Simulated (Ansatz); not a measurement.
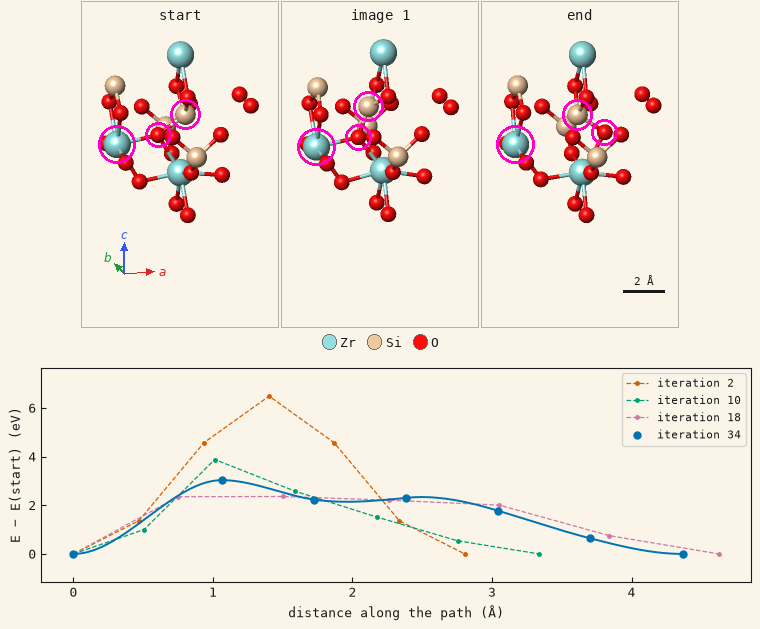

NEB run on ZrSiO₄ with an O vacancy (23 atoms in the cell). Images are numbered from 0 (start) to 6 (end). The plot follows the band through its iterations. Style: ball-and-stick. Shown: the atoms within 4.2 Å of the middle of the path, slightly off an axis. The atoms that move most are ringed. Bonds to atoms that aren't drawn are left out.

Method: DFT PBEsol, scalar-relativistic, plane waves, PAW (Ansatz 0.2.0). Set-up: plane-wave cutoff 420 eV; k-point mesh 2 × 2 × 2; Gaussian smearing 0.02 eV; 5 movable images; climbing image; force threshold 0.03 eV/Å; iteration limit 80; spring constant 10.0 eV/Å²; starting path by straight interpolation.

**How did the profile develop, and is the result final?**

The run is converged, with reservations. The band converged in 34 iterations. The climbing image converged on the top of the path. A check of its curvatures found one unstable direction (−2.2 eV/Å²), as a transition state must have. The first iteration put the highest image at 32.64 eV. The barrier is about 3.03 eV in both directions, with image 1 at the top; the ends have the same energy.

Limits of the set-up: the k-point mesh is coarse for a cell with partly filled bands; the periodic images lie only 6.0 Å apart, so the values are limited by the cell's size.

PAW datasets: the set soft_1.
